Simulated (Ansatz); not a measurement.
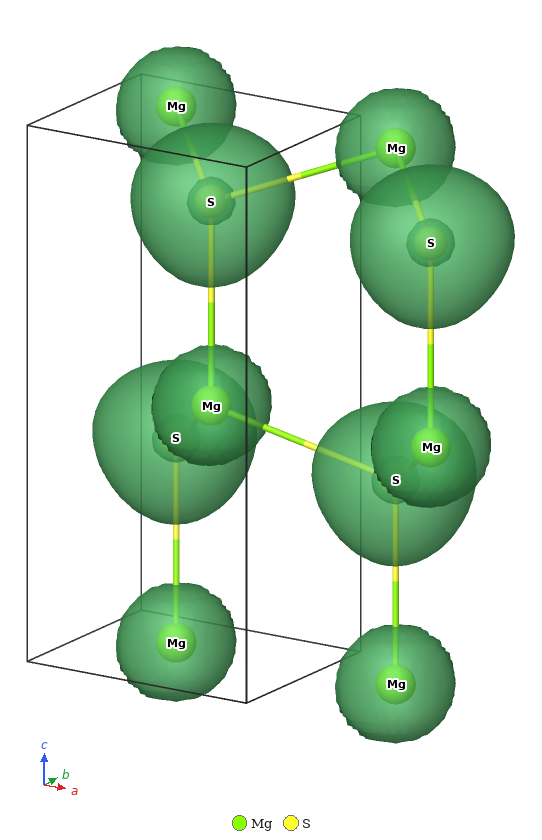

*MgS. Isosurface of the valence charge density (pseudo) at 0.6 e/Å³ (green), seen slightly off an axis. Sticks mark near contacts.*

Space group P6₃mc.

Theory: Ansatz, DFT r2SCAN, scalar-relativistic, plane waves, PAW.

Core electrons are frozen (PAW), and the valence fields are smoothed inside the atomic spheres.

```
Mg S
1.0
     4.02867    0.00000    0.00000
    -2.01434    3.48893    0.00000
     0.00000    0.00000    6.45517
Mg S
2 2
Direct
  0.33333 0.66667 0.99718
  0.66667 0.33333 0.49718
  0.33333 0.66667 0.37782
  0.66667 0.33333 0.87782
```

How is the density connected at this value?

Answer. At this value the density breaks into separate islands; it holds about 70 % of the electrons treated as valence (semicore included). It bridges none of the near contacts. It is pinched off along the sampled Mg–S (2.45 Å) contacts. On the grid the lowest density along these lines, outside the cores, is 0.26 e/Å³ (Mg–S, 2.45 Å).
